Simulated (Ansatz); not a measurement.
**WSi₆: geometry relaxation (part 2 of 3)**

Continued. System: WSi₆ (slab, 7 atoms in the cell). Method: DFT PBEsol, scalar-relativistic, plane waves, PAW (Ansatz 0.2.0); cutoff 420 eV, 8×8×1 k-mesh, Gaussian smearing of 0.05 eV, collinear spins.

Geometry of the input (Å; fractional positions):
```
3.8417  0.0000  0.0000
0.0000  3.8417  0.0000
0.0000  0.0000  25.7913
Si 0.0000  0.5000  0.3296
Si 0.0000  0.0000  0.3822
Si 0.5000  0.0000  0.4349
Si 0.5000  0.5000  0.4873
Si 0.0000  0.5000  0.5400
Si 0.0000  0.0000  0.5916
W  0.1667  0.0000  0.6948
```

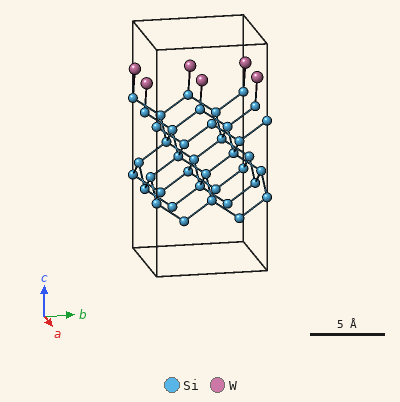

The geometry at step 4 of the log (ball-and-stick view of the 2 × 2 repeat of the cell, with the vacuum cut short, seen slightly off an axis).

Log, continued
```
SCF iter   1: F=—  HF=-13975.923149 eV  |F-HF|=—  |Δ(HF+E_count)|=         —  Δρ=2.71e-3 (↑2.71e-3 ↓2.37e-3)  dr2=1.85e-2  dr2_m=2.05e-2  M=3.501 μB ∫|m|=3.798 μB  β_m=1.00  ethr=3.66e-4  p=0.144 e·Å  D=6.87e-2 V/Å  ΔV_dip=-1.77 eV  dr2_dipole=6.06e-3  V_vac-E_F(+/−)=3.69/5.46 eV  ⟨swp⟩=3.6  Hψ=3451  notcnv=0  defer=135
efield: sawtooth ramp at fractional position 0.9922 (handed on by an earlier solve), width 0.0400; the density the first Hamiltonian is built on has a dipole p = 0.144 e·Å; the dipole correction subtracts the counter field D = 6.87e-2 V/Å, which shifts the + side's vacuum level by -1.77 eV against the − side's; the planar-averaged density in the ramp window peaks in size at 1.0e-6 e/Å³
preconditioner: auto → LDOS  [metal: Δε(μ)=0.017 eV  Ē_g=6.148 eV  σ=0.050 eV  W_gap=0.19  n_scr=34 (ndim 8)  ℏωp=10.4 eV  f_vac=0.493  D(μ)=4.64/eV (n_scr^D=12)]
spin=Collinear: LDOS preconditioning applied to the charge; magnetization (m = ρ↑ − ρ↓) channel mixes plain (no charge-response kernel on spin).
SCF iter   2: F=—  HF=-13975.934869 eV  |F-HF|=—  |Δ(HF+E_count)|=         —  Δρ=6.60e-4 (↑6.60e-4 ↓5.07e-4)  dr2=4.66e-3  dr2_m=3.00e-4  M=3.469 μB ∫|m|=3.766 μB  β_m=0.30  ethr=4.88e-5  p=0.145 e·Å  D=6.91e-2 V/Å  ΔV_dip=-1.78 eV  dr2_dipole=2.98e-4  V_vac-E_F(+/−)=3.69/5.47 eV  ⟨swp⟩=2.0  Hψ=2867  notcnv=0  defer=137
Mixer restart at iter 2: flushing history
density mixer auto → msr1: a metal under ldos (density of states about μ 1.09 of a free-electron gas's, 42 screened modes)
SCF iter   3: F=—  HF=-13975.934733 eV  |F-HF|=—  |Δ(HF+E_count)|=   1.35e-4  Δρ=4.32e-4 (↑4.32e-4 ↓3.39e-4)  dr2=1.61e-3  dr2_m=1.47e-4  M=3.469 μB ∫|m|=3.767 μB  β_m=0.53  ethr=1.23e-5  p=0.145 e·Å  D=6.91e-2 V/Å  ΔV_dip=-1.78 eV  dr2_dipole=3.46e-5  V_vac-E_F(+/−)=3.69/5.47 eV  ⟨swp⟩=1.1  Hψ=1407  notcnv=0  defer=137
SCF iter   4: F=—  HF=-13975.935161 eV  |F-HF|=—  |Δ(HF+E_count)|=   4.28e-4  Δρ=1.28e-4 (↑1.11e-4 ↓1.28e-4)  dr2=1.99e-4  dr2_m=3.18e-5  M=3.462 μB ∫|m|=3.763 μB  β_m=0.76  ethr=4.23e-6  p=0.145 e·Å  D=6.87e-2 V/Å  ΔV_dip=-1.77 eV  dr2_dipole=9.63e-5  V_vac-E_F(+/−)=3.70/5.48 eV  ⟨swp⟩=2.3  Hψ=2017  notcnv=0  defer=137
SCF iter   5: F=—  HF=-13975.935381 eV  |F-HF|=—  |Δ(HF+E_count)|=   2.20e-4  Δρ=1.27e-4 (↑9.52e-5 ↓1.27e-4)  dr2=4.24e-4  dr2_m=3.77e-5  M=3.445 μB ∫|m|=3.749 μB  β_m=0.88  ethr=5.23e-7  p=0.144 e·Å  D=6.83e-2 V/Å  ΔV_dip=-1.76 eV  dr2_dipole=2.66e-4  V_vac-E_F(+/−)=3.72/5.48 eV  ⟨swp⟩=2.2  Hψ=1986  notcnv=0  defer=137
SCF iter   6: F=—  HF=-13975.935500 eV  |F-HF|=—  |Δ(HF+E_count)|=   1.18e-4  Δρ=1.36e-4 (↑1.06e-4 ↓1.36e-4)  dr2=4.27e-4  dr2_m=4.69e-5  M=3.432 μB ∫|m|=3.737 μB  β_m=0.10  ethr=5.23e-7  p=0.143 e·Å  D=6.80e-2 V/Å  ΔV_dip=-1.75 eV  dr2_dipole=2.65e-4  V_vac-E_F(+/−)=3.72/5.48 eV  ⟨swp⟩=1.7  Hψ=1468  notcnv=0  defer=137
SCF iter   7: F=—  HF=-13975.935608 eV  |F-HF|=—  |Δ(HF+E_count)|=   1.08e-4  Δρ=1.50e-4 (↑1.29e-4 ↓1.50e-4)  dr2=1.79e-4  dr2_m=5.50e-5  M=3.415 μB ∫|m|=3.721 μB  β_m=0.31  ethr=5.23e-7  p=0.143 e·Å  D=6.79e-2 V/Å  ΔV_dip=-1.75 eV  dr2_dipole=7.70e-5  V_vac-E_F(+/−)=3.72/5.48 eV  ⟨swp⟩=2.2  Hψ=2125  notcnv=0  defer=137
SCF iter   8: F=—  HF=-13975.936019 eV  |F-HF|=—  |Δ(HF+E_count)|=   4.12e-4  Δρ=1.80e-4 (↑1.80e-4 ↓1.30e-4)  dr2=2.44e-5  dr2_m=7.91e-5  M=3.375 μB ∫|m|=3.685 μB  β_m=0.84  ethr=4.70e-7  p=0.141 e·Å  D=6.72e-2 V/Å  ΔV_dip=-1.73 eV  dr2_dipole=8.63e-7  V_vac-E_F(+/−)=3.74/5.47 eV  ⟨swp⟩=2.0  Hψ=2247  notcnv=0  defer=137
SCF iter   9: F=—  HF=-13975.936158 eV  |F-HF|=—  |Δ(HF+E_count)|=   1.38e-4  Δρ=1.39e-4 (↑1.39e-4 ↓1.19e-4)  dr2=5.22e-5  dr2_m=5.62e-5  M=3.361 μB ∫|m|=3.672 μB  β_m=0.43  ethr=6.42e-8  p=0.141 e·Å  D=6.72e-2 V/Å  ΔV_dip=-1.73 eV  dr2_dipole=2.86e-5  V_vac-E_F(+/−)=3.74/5.47 eV  ⟨swp⟩=2.1  Hψ=2315  notcnv=0  defer=137
SCF iter  10: F=—  HF=-13975.936452 eV  |F-HF|=—  |Δ(HF+E_count)|=   2.94e-4  Δρ=9.69e-5 (↑9.69e-5 ↓6.32e-5)  dr2=3.54e-5  dr2_m=2.07e-5  M=3.326 μB ∫|m|=3.638 μB  β_m=0.55  ethr=6.42e-8  p=0.141 e·Å  D=6.68e-2 V/Å  ΔV_dip=-1.72 eV  dr2_dipole=1.64e-5  V_vac-E_F(+/−)=3.75/5.47 eV  ⟨swp⟩=2.8  Hψ=2486  notcnv=0  defer=137
SCF iter  11: F=—  HF=-13975.936576 eV  |F-HF|=—  |Δ(HF+E_count)|=   1.24e-4  Δρ=9.43e-5 (↑9.43e-5 ↓5.35e-5)  dr2=5.70e-4  dr2_m=9.46e-6  M=3.295 μB ∫|m|=3.607 μB  β_m=0.19  ethr=6.42e-8  p=0.140 e·Å  D=6.66e-2 V/Å  ΔV_dip=-1.72 eV  dr2_dipole=3.43e-4  V_vac-E_F(+/−)=3.76/5.47 eV  ⟨swp⟩=2.9  Hψ=2490  notcnv=0  defer=137  recentre
SCF iter  12: F=—  HF=-13975.936557 eV  |F-HF|=—  |Δ(HF+E_count)|=   1.89e-5  Δρ=7.02e-5 (↑7.02e-5 ↓3.75e-5)  dr2=1.87e-4  dr2_m=6.28e-6  M=3.299 μB ∫|m|=3.612 μB  β_m=0.45  ethr=6.42e-8  p=0.140 e·Å  D=6.67e-2 V/Å  ΔV_dip=-1.72 eV  dr2_dipole=1.09e-4  V_vac-E_F(+/−)=3.75/5.47 eV  ⟨swp⟩=2.0  Hψ=2274  notcnv=0  defer=137
SCF iter  13: F=—  HF=-13975.936539 eV  |F-HF|=—  |Δ(HF+E_count)|=   1.74e-5  Δρ=3.63e-5 (↑2.29e-5 ↓3.63e-5)  dr2=9.09e-6  dr2_m=2.54e-6  M=3.308 μB ∫|m|=3.620 μB  β_m=0.15  ethr=6.42e-8  p=0.141 e·Å  D=6.69e-2 V/Å  ΔV_dip=-1.73 eV  dr2_dipole=2.94e-6  V_vac-E_F(+/−)=3.75/5.48 eV  ⟨swp⟩=1.9  Hψ=1971  notcnv=0  defer=137
SCF iter  14: F=—  HF=-13975.936560 eV  |F-HF|=—  |Δ(HF+E_count)|=   2.10e-5  Δρ=2.51e-5 (↑2.51e-5 ↓2.19e-5)  dr2=7.47e-6  dr2_m=1.57e-6  M=3.297 μB ∫|m|=3.610 μB  β_m=0.46  ethr=2.39e-8  p=0.141 e·Å  D=6.69e-2 V/Å  ΔV_dip=-1.72 eV  dr2_dipole=3.86e-6  V_vac-E_F(+/−)=3.75/5.48 eV  ⟨swp⟩=2.1  Hψ=2351  notcnv=0  defer=137
SCF iter  15: F=—  HF=-13975.936572 eV  |F-HF|=—  |Δ(HF+E_count)|=   1.19e-5  Δρ=2.38e-5 (↑2.38e-5 ↓2.00e-5)  dr2=1.17e-5  dr2_m=8.29e-7  M=3.292 μB ∫|m|=3.604 μB  β_m=0.73  ethr=1.97e-8  p=0.141 e·Å  D=6.68e-2 V/Å  ΔV_dip=-1.72 eV  dr2_dipole=1.90e-6  V_vac-E_F(+/−)=3.75/5.48 eV  ⟨swp⟩=2.1  Hψ=2296  notcnv=0  defer=137
iter 16 did not close the SCF: its close was put off for a magnetic moment that had not settled (scf_convergence_deferred on its scf_iter line)
SCF iter  16: F=-13975.936577 eV  HF=-13975.936583 eV  |F-HF|=5.80e-6  |Δ(HF+E_count)|=   1.06e-5  Δρ=2.08e-5 (↑2.08e-5 ↓1.83e-5)  dr2=8.52e-6  dr2_m=6.31e-7  M=3.279 μB ∫|m|=3.592 μB  β_m=0.17  ethr=1.97e-8  p=0.141 e·Å  D=6.68e-2 V/Å  ΔV_dip=-1.72 eV  dr2_dipole=6.79e-7  V_vac-E_F(+/−)=3.75/5.48 eV  ⟨swp⟩=17.3  Hψ=13604  notcnv=0
SCF iter  17: F=—  HF=-13975.936592 eV  |F-HF|=—  |Δ(HF+E_count)|=   8.78e-6  Δρ=1.68e-5 (↑1.40e-5 ↓1.68e-5)  dr2=2.39e-5  dr2_m=3.00e-7  M=3.270 μB ∫|m|=3.582 μB  β_m=0.25  ethr=1.97e-8  p=0.141 e·Å  D=6.69e-2 V/Å  ΔV_dip=-1.73 eV  dr2_dipole=1.04e-5  V_vac-E_F(+/−)=3.75/5.48 eV  ⟨swp⟩=2.2  Hψ=2334  notcnv=0
SCF iter  18: F=—  HF=-13975.936626 eV  |F-HF|=—  |Δ(HF+E_count)|=   3.38e-5  Δρ=3.85e-5 (↑9.87e-6 ↓3.85e-5)  dr2=6.05e-5  dr2_m=1.15e-6  M=3.249 μB ∫|m|=3.561 μB  β_m=0.79  ethr=1.97e-8  p=0.141 e·Å  D=6.70e-2 V/Å  ΔV_dip=-1.73 eV  dr2_dipole=2.74e-5  V_vac-E_F(+/−)=3.75/5.48 eV  ⟨swp⟩=2.7  Hψ=2462  notcnv=0  recentre
SCF iter  19: F=—  HF=-13975.936615 eV  |F-HF|=—  |Δ(HF+E_count)|=   1.10e-5  Δρ=3.12e-5 (↑9.27e-6 ↓3.12e-5)  dr2=2.19e-5  dr2_m=1.02e-6  M=3.254 μB ∫|m|=3.566 μB  β_m=0.89  ethr=1.97e-8  p=0.141 e·Å  D=6.70e-2 V/Å  ΔV_dip=-1.73 eV  dr2_dipole=9.67e-6  V_vac-E_F(+/−)=3.75/5.48 eV  ⟨swp⟩=2.0  Hψ=2228  notcnv=0
iter 20 did not close the SCF: its close was put off until two iterations running show no level that it waits for move by more than its bar (scf_convergence_deferred on its scf_iter line)
SCF iter  20: F=-13975.936591 eV  HF=-13975.936595 eV  |F-HF|=3.88e-6  |Δ(HF+E_count)|=   1.99e-5  Δρ=1.61e-5 (↑6.89e-6 ↓1.61e-5)  dr2=3.72e-6  dr2_m=3.44e-7  M=3.267 μB ∫|m|=3.580 μB  β_m=0.95  ethr=1.97e-8  p=0.141 e·Å  D=6.69e-2 V/Å  ΔV_dip=-1.73 eV  dr2_dipole=1.51e-6  V_vac-E_F(+/−)=3.75/5.48 eV  ⟨swp⟩=11.3  Hψ=11916  notcnv=0
SCF iter  21: F=—  HF=-13975.936589 eV  |F-HF|=—  |Δ(HF+E_count)|=   5.24e-6  Δρ=1.40e-5 (↑5.39e-6 ↓1.40e-5)  dr2=1.49e-5  dr2_m=9.66e-8  M=3.274 μB ∫|m|=3.586 μB  β_m=0.97  ethr=9.80e-9  p=0.141 e·Å  D=6.69e-2 V/Å  ΔV_dip=-1.73 eV  dr2_dipole=7.48e-6  V_vac-E_F(+/−)=3.75/5.48 eV  ⟨swp⟩=2.1  Hψ=2299  notcnv=0
SCF iter  22: F=—  HF=-13975.936583 eV  |F-HF|=—  |Δ(HF+E_count)|=   6.41e-6  Δρ=1.17e-5 (↑4.67e-6 ↓1.17e-5)  dr2=1.14e-5  dr2_m=6.15e-8  M=3.283 μB ∫|m|=3.595 μB  β_m=0.62  ethr=9.80e-9  p=0.141 e·Å  D=6.69e-2 V/Å  ΔV_dip=-1.73 eV  dr2_dipole=5.82e-6  V_vac-E_F(+/−)=3.75/5.48 eV  ⟨swp⟩=2.3  Hψ=2381  notcnv=0
SCF iter  23: F=—  HF=-13975.936589 eV  |F-HF|=—  |Δ(HF+E_count)|=   6.05e-6  Δρ=1.35e-5 (↑4.58e-6 ↓1.35e-5)  dr2=1.33e-5  dr2_m=9.67e-8  M=3.275 μB ∫|m|=3.587 μB  β_m=0.99  ethr=9.80e-9  p=0.141 e·Å  D=6.69e-2 V/Å  ΔV_dip=-1.73 eV  dr2_dipole=6.77e-6  V_vac-E_F(+/−)=3.75/5.48 eV  ⟨swp⟩=12.8  Hψ=11314  notcnv=0
SCF iter  24: F=—  HF=-13975.936581 eV  |F-HF|=—  |Δ(HF+E_count)|=   7.82e-6  Δρ=1.18e-5 (↑4.23e-6 ↓1.18e-5)  dr2=1.05e-5  dr2_m=6.89e-8  M=3.285 μB ∫|m|=3.597 μB  β_m=0.10  ethr=9.80e-9  p=0.141 e·Å  D=6.69e-2 V/Å  ΔV_dip=-1.73 eV  dr2_dipole=5.36e-6  V_vac-E_F(+/−)=3.75/5.48 eV  ⟨swp⟩=2.4  Hψ=2393  notcnv=0
SCF iter  25: F=—  HF=-13975.936584 eV  |F-HF|=—  |Δ(HF+E_count)|=   3.04e-6  Δρ=1.17e-5 (↑4.75e-6 ↓1.17e-5)  dr2=1.24e-5  dr2_m=6.46e-8  M=3.281 μB ∫|m|=3.593 μB  β_m=0.70  ethr=9.80e-9  p=0.141 e·Å  D=6.69e-2 V/Å  ΔV_dip=-1.73 eV  dr2_dipole=6.40e-6  V_vac-E_F(+/−)=3.75/5.48 eV  ⟨swp⟩=12.3  Hψ=10843  notcnv=0
SCF iter  26: F=—  HF=-13975.936578 eV  |F-HF|=—  |Δ(HF+E_count)|=   5.84e-6  Δρ=1.30e-5 (↑3.98e-6 ↓1.30e-5)  dr2=1.14e-5  dr2_m=9.50e-8  M=3.289 μB ∫|m|=3.601 μB  β_m=0.57  ethr=9.80e-9  p=0.141 e·Å  D=6.69e-2 V/Å  ΔV_dip=-1.73 eV  dr2_dipole=5.80e-6  V_vac-E_F(+/−)=3.75/5.48 eV  ⟨swp⟩=2.3  Hψ=2359  notcnv=0
SCF iter  27: F=-13975.936569 eV  HF=-13975.936579 eV  |F-HF|=1.02e-5  |Δ(HF+E_count)|=   4.17e-7  Δρ=1.21e-5 (↑2.90e-6 ↓1.21e-5)  dr2=7.23e-6  dr2_m=1.06e-7  M=3.288 μB ∫|m|=3.600 μB  ethr=9.80e-9  p=0.141 e·Å  D=6.69e-2 V/Å  ΔV_dip=-1.73 eV  dr2_dipole=3.65e-6  V_vac-E_F(+/−)=3.75/5.48 eV  ⟨swp⟩=9.8  Hψ=9490  notcnv=0
The SCF converged. Along the directions that its mixing steps explored, a Ritz value of the dielectric operator 1 − χ₀K read negative at each of the last 4 readings (its real part and the size of its imaginary part sum to between -0.32 and -0.0070).
SCF 4 converged in 27 iterations: F = -13975.936569 eV  dr2 = 7.23e-6
relax step   4: F+E_penalty+E_count = -13975.93656866 eV  Δ(F+E_penalty+E_count) = -7.320e-3 eV  max|allowed force component| = 1.013e-1 eV/Å  Δτ_max = 0.0474 Å  (27 SCF iters, dr2 threshold 8.80e-6 eV, accepted)
SCF iter   1: F=—  HF=-13975.936670 eV  |F-HF|=—  |Δ(HF+E_count)|=         —  Δρ=5.66e-4 (↑5.66e-4 ↓4.88e-4)  dr2=8.59e-4  dr2_m=8.82e-4  M=3.306 μB ∫|m|=3.621 μB  β_m=1.00  ethr=1.96e-5  p=0.141 e·Å  D=6.69e-2 V/Å  ΔV_dip=-1.73 eV  dr2_dipole=2.95e-4  V_vac-E_F(+/−)=3.75/5.48 eV  ⟨swp⟩=2.4  Hψ=3022  notcnv=0  defer=101
efield: sawtooth ramp at fractional position 0.9922 (handed on by an earlier solve), width 0.0400; the density the first Hamiltonian is built on has a dipole p = 0.141 e·Å; the dipole correction subtracts the counter field D = 6.69e-2 V/Å, which shifts the + side's vacuum level by -1.73 eV against the − side's; the planar-averaged density in the ramp window peaks in size at 8.9e-7 e/Å³
preconditioner: auto → LDOS  [metal: Δε(μ)=0.012 eV  Ē_g=6.114 eV  σ=0.050 eV  W_gap=0.13  n_scr=34 (ndim 8)  ℏωp=10.4 eV  f_vac=0.492  D(μ)=4.70/eV (n_scr^D=12)]
spin=Collinear: LDOS preconditioning applied to the charge; magnetization (m = ρ↑ − ρ↓) channel mixes plain (no charge-response kernel on spin).
SCF iter   2: F=—  HF=-13975.937049 eV  |F-HF|=—  |Δ(HF+E_count)|=         —  Δρ=1.58e-4 (↑1.58e-4 ↓1.11e-4)  dr2=4.02e-4  dr2_m=2.52e-5  M=3.316 μB ∫|m|=3.632 μB  β_m=0.30  ethr=2.26e-6  p=0.140 e·Å  D=6.68e-2 V/Å  ΔV_dip=-1.72 eV  dr2_dipole=1.59e-4  V_vac-E_F(+/−)=3.76/5.48 eV  ⟨swp⟩=2.2  Hψ=2565  notcnv=0  defer=98
Mixer restart at iter 2: flushing history
density mixer auto → msr1: a metal under ldos (density of states about μ 1.11 of a free-electron gas's, 42 screened modes)
SCF iter   3: F=—  HF=-13975.937019 eV  |F-HF|=—  |Δ(HF+E_count)|=   3.03e-5  Δρ=1.04e-4 (↑1.04e-4 ↓7.05e-5)  dr2=1.89e-4  dr2_m=1.13e-5  M=3.315 μB ∫|m|=3.631 μB  β_m=0.51  ethr=1.06e-6  p=0.140 e·Å  D=6.67e-2 V/Å  ΔV_dip=-1.72 eV  dr2_dipole=8.25e-5  V_vac-E_F(+/−)=3.76/5.48 eV  ⟨swp⟩=1.0  Hψ=1400  notcnv=0  defer=98
SCF iter   4: F=—  HF=-13975.937018 eV  |F-HF|=—  |Δ(HF+E_count)|=   5.19e-7  Δρ=2.63e-5 (↑2.63e-5 ↓1.91e-5)  dr2=1.34e-5  dr2_m=1.25e-6  M=3.314 μB ∫|m|=3.630 μB  β_m=0.63  ethr=4.97e-7  p=0.140 e·Å  D=6.67e-2 V/Å  ΔV_dip=-1.72 eV  dr2_dipole=5.55e-6  V_vac-E_F(+/−)=3.75/5.48 eV  ⟨swp⟩=1.9  Hψ=1628  notcnv=0  defer=98
SCF iter   5: F=—  HF=-13975.937024 eV  |F-HF|=—  |Δ(HF+E_count)|=   6.00e-6  Δρ=1.52e-5 (↑1.52e-5 ↓1.14e-5)  dr2=1.93e-7  dr2_m=5.62e-7  M=3.315 μB ∫|m|=3.631 μB  β_m=0.74  ethr=3.54e-8  p=0.140 e·Å  D=6.68e-2 V/Å  ΔV_dip=-1.72 eV  dr2_dipole=4.37e-9  V_vac-E_F(+/−)=3.75/5.47 eV  ⟨swp⟩=2.2  Hψ=1852  notcnv=0  defer=98
SCF iter   6: F=—  HF=-13975.937026 eV  |F-HF|=—  |Δ(HF+E_count)|=   1.95e-6  Δρ=1.29e-5 (↑1.29e-5 ↓1.15e-5)  dr2=9.08e-8  dr2_m=5.05e-7  M=3.316 μB ∫|m|=3.632 μB  β_m=0.87  ethr=5.09e-10  p=0.140 e·Å  D=6.68e-2 V/Å  ΔV_dip=-1.72 eV  dr2_dipole=2.44e-8  V_vac-E_F(+/−)=3.75/5.47 eV  ⟨swp⟩=2.7  Hψ=2515  notcnv=0  defer=98
SCF iter   7: F=—  HF=-13975.937029 eV  |F-HF|=—  |Δ(HF+E_count)|=   2.56e-6  Δρ=9.48e-6 (↑9.48e-6 ↓8.06e-6)  dr2=6.62e-8  dr2_m=2.57e-7  M=3.319 μB ∫|m|=3.634 μB  β_m=0.94  ethr=2.39e-10  p=0.140 e·Å  D=6.68e-2 V/Å  ΔV_dip=-1.72 eV  dr2_dipole=3.90e-9  V_vac-E_F(+/−)=3.75/5.47 eV  ⟨swp⟩=3.0  Hψ=2818  notcnv=0  defer=98
SCF iter   8: F=—  HF=-13975.937030 eV  |F-HF|=—  |Δ(HF+E_count)|=   1.35e-6  Δρ=1.59e-6 (↑1.59e-6 ↓1.30e-6)  dr2=3.05e-8  dr2_m=3.47e-9  M=3.322 μB ∫|m|=3.637 μB  β_m=0.93  ethr=1.74e-10  p=0.140 e·Å  D=6.68e-2 V/Å  ΔV_dip=-1.72 eV  dr2_dipole=5.10e-10  V_vac-E_F(+/−)=3.75/5.47 eV  ⟨swp⟩=3.1  Hψ=3206  notcnv=0  defer=98
```

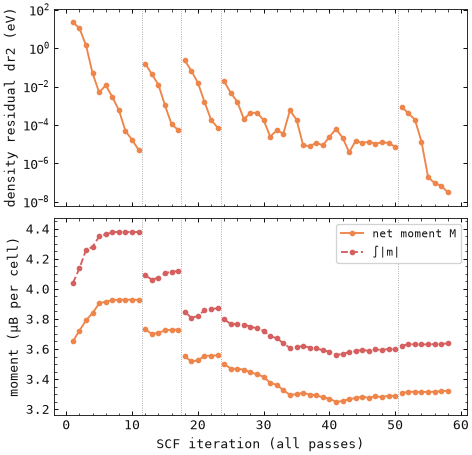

Convergence of the self-consistent field: density residual dr2 and magnetic moment against the SCF iteration. Dotted lines part the SCF passes that the log prints in full. The net moment goes from 3.6 to 3.3 μB per cell.

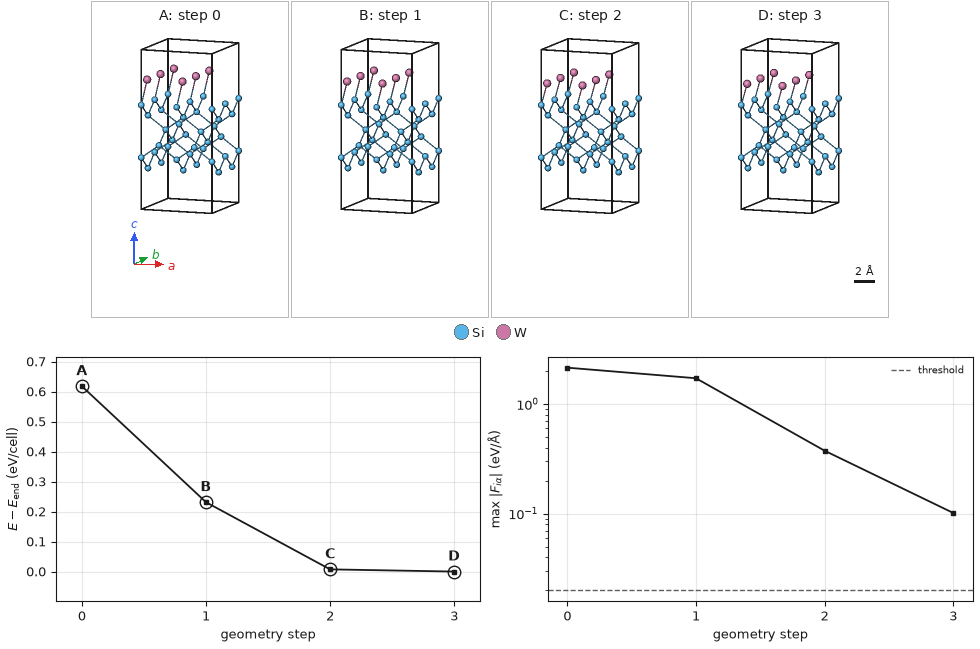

Frames of the restrained relaxation (ball-and-stick view of the 2 × 2 repeat of the cell, with the vacuum cut short, seen slightly off an axis) above the curves, on which the letters mark them (the first geometry is step 0 here and step 1 in the log).
